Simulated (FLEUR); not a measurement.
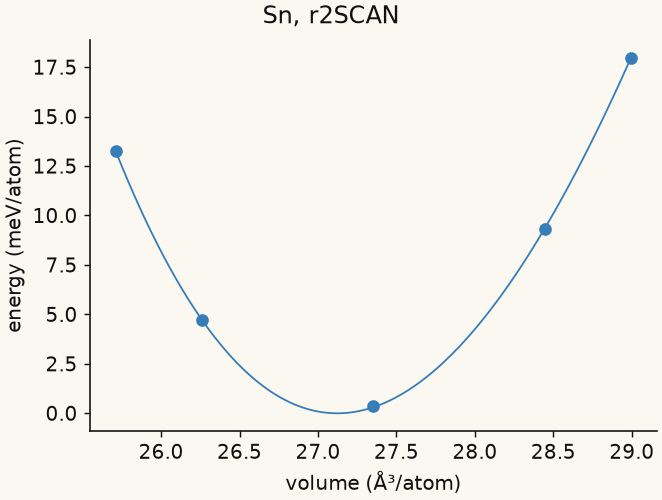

Plotted: energy against volume for Sn, space group I4/mmm (No. 139).

Cell as given: a = 3.316 Å, b = 3.316 Å, c = 3.316 Å, α = 104.53°, β = 104.53°, γ = 119.88°; 1 atom.

Computed with FLEUR MaX-R8.1 (later development tree): all-electron LAPW DFT, no spin polarisation; energies at scaled volumes of the given cell, shape and fractions fixed, counted from the fit's minimum, third-order Birch-Murnaghan fit. Level: r2SCAN.

- k mesh: 10×10×10
- occupations: Fermi–Dirac
- smearing width: 0.05 eV
- potentials: all electron
- program settings: basis FLAPW, kmax 4.1 1/bohr

**How stiff is the solid, and where is its volume at rest?**

A third-order Birch–Murnaghan fit gives V0 = 27.12 Å³/atom, B0 = 51.5 GPa and B′ = 5.5.

Note: shape and atomic fractions are frozen while scaling, which makes layered, chain and framework solids too stiff.

The computed values:

```csv
volume (Å³/atom),energy (meV/atom)
25.71,13.25
26.26,4.71
27.35,0.35
28.45,9.33
28.99,17.98
```
